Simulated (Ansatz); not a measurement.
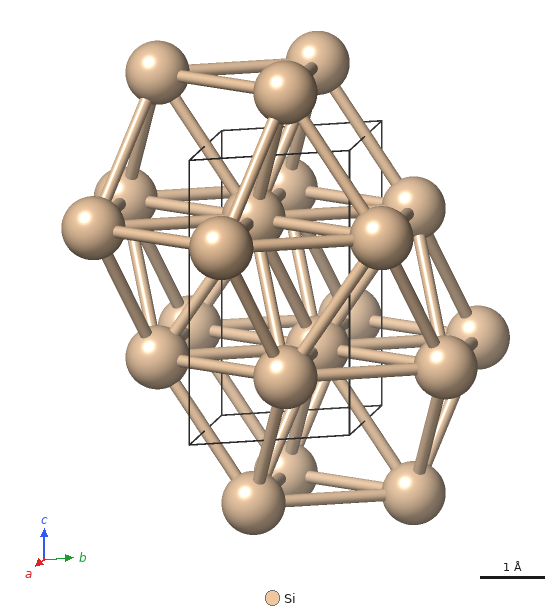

Structure drawing (ball-and-stick), viewed slightly off an axis. The outline marks the conventional unit cell. Periodic images bonded to atoms of the box are shown as well.

A stick is drawn for Si–Si up to 3.09 Å (cut-off distances).

The composition is Si.

Identify the structure type.

Hexagonal close-packed (Mg type).

Give the coordination environment of Si.

Twelve Si in an anticuboctahedral arrangement at about 2.7 to 2.8 Å.

In how many dimensions do the bonds extend?

The bonds build a three-dimensional framework.

The structure was taken from a textbook structure type filled with this element (whether it is the usual form wasn't checked). It was relaxed with DFT PBE, scalar-relativistic, plane waves, PAW (Ansatz).
